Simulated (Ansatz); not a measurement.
A series of calculations on Al17As16

### Relaxation

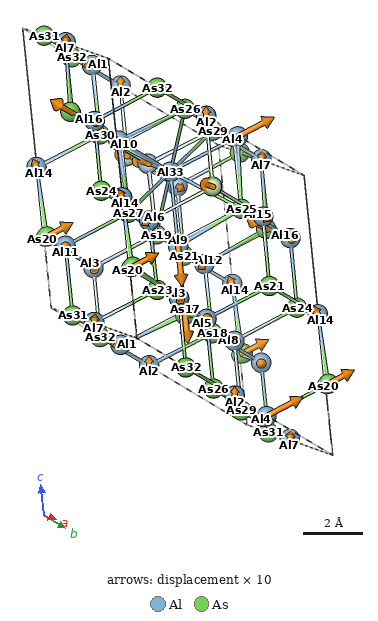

A relaxation of a defect cell of composition Al17As16. The starting structure is drawn faded, the final one solid; orange arrows show the displacements, magnified 10 times.

Style: ball-and-stick. Shown: the cell of the calculation (origin shifted), from a free direction.

Case: Al interstitial, charge +0, atoms relaxed at the host's cell.

The calculation used Ansatz, DFT PBE, scalar-relativistic, plane waves, PAW. Set-up: plane-wave cutoff 420 eV; k-point mesh 2 × 2 × 2; occupations gaussian; smearing width 0.01 eV; mesh shifted by (0.5, 0.5, 0.5); collinear spin; atoms relaxed in a fixed cell; force threshold 0.025 eV/Å; at most 45 steps.

Q: What happened in the run?

A: The largest moves, 0.16 Å, are those of Al atoms. By element the largest moves are Al 0.16 Å, As 0.12 Å. The cell stays as it was. Some distances before and after: Al–Al 2.480 → 2.643 Å, Al–As 2.480 → 2.552 Å, Al–As 2.480 → 2.434 Å, Al–As 2.864 → 2.887 Å. Among the angles between lasting bonds that change: Al–As–Al 109.5° → 115.5°, As–Al–As 109.5° → 106.2°, As–Al–Al 70.5° → 67.5°. After 2 accepted moves (3 points after the start) the energy has fallen by 0.520 eV per cell of the calculation. Largest force component: 0.81 eV/Å at the start, 0.024 eV/Å at the end. 1 step only repeated the SCF at the same geometry. The run took 3.3 min on 4 threads of Arm Neoverse N1 (shared host), peak memory 2.6 GiB.

### Relaxation

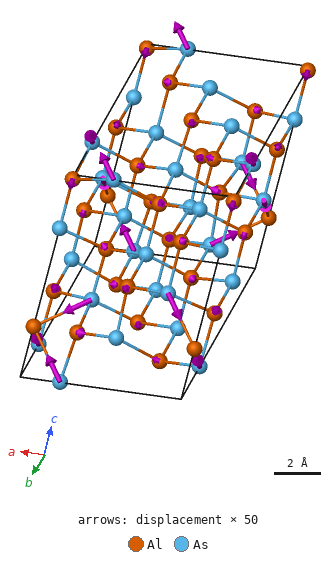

A relaxation of a defect cell of composition Al₁₇As₁₆ (cell charge +3). The starting structure is drawn; purple arrows show the displacements, 50 times their true length.

Style: ball-and-stick. Shown: the cell of the calculation, from a free direction.

Case: Al interstitial, charge +3, atoms relaxed at the host's cell.

Computed with DFT PBE, scalar-relativistic, plane waves, PAW in Ansatz 0.2.0. Set-up: plane-wave cutoff 420 eV; k-point mesh 2 × 2 × 2; occupations gaussian; smearing width 0.01 eV; mesh shifted by (0.5, 0.5, 0.5); no spin polarisation; atoms relaxed in a fixed cell; force threshold 0.025 eV/Å; at most 45 steps.

Q: Describe the change and its energy.

A: The largest moves, 0.029 Å, are those of As atoms. By element the largest moves are As 0.029 Å, Al 0.011 Å. The cell stays as it was. Among the contacts that change: Al–As 2.829 → 2.801 Å, Al–As 2.497 → 2.520 Å, Al–As 2.407 → 2.392 Å, Al–As 2.540 → 2.530 Å. The energy falls by 38.1 meV per cell of the calculation in 2 geometry steps. Largest force component: 0.31 eV/Å at the start, 0.0034 eV/Å at the end. Cost: 75 s on 4 threads of Arm Neoverse N1 (shared host), peak memory 1.6 GiB.

Limits of the set-up: the cell is charged, on a uniform background, and energies carry no finite-size correction.

### Defect

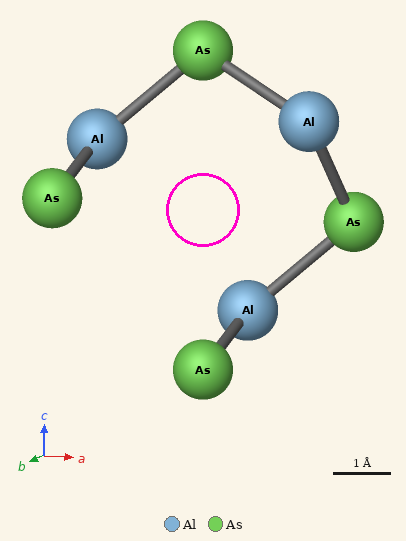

Perfect AlAs. The picture is a ball-and-stick view of the atoms within 4.6 Å of one point, in a slice 4.2 Å thick across the line of sight, seen from a free direction.

The calculation used DFT PBE, scalar-relativistic, plane waves, PAW in Ansatz. (plane-wave cutoff 420 eV; k-point mesh 2 × 2 × 2; occupations gaussian; smearing width 0.01 eV; mesh shifted by (0.5, 0.5, 0.5); no spin polarisation) The cell is small and the k-mesh coarse, so the numbers are rough. A uniform background neutralises the charged cell. The axes drawn are those of the host's conventional cell.

An extra aluminium atom is put between the host's atoms (an interstitial) at the ringed place, in charge state +3. The supercell has 32 sites, and the atoms are relaxed at the host's cell.

Question: How do the neighbours respond?

Answer: The Al atom starts with 4 Al at 2.48 Å, 6 As at 2.86 Å around its place and ends with 4 Al at 2.70 Å, 6 As at 2.80 Å. Of the host's atoms, an aluminium atom moves furthest from its site, by 0.22 Å.

The relaxed defect, seen from the same direction:

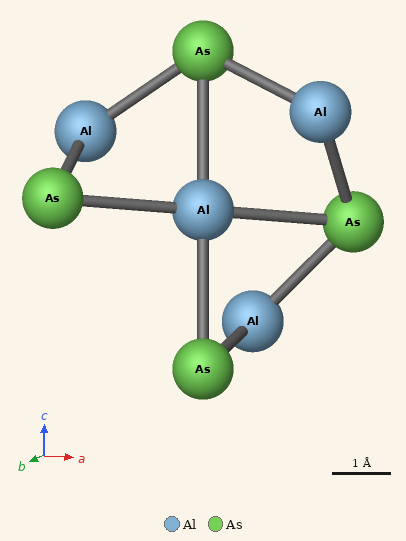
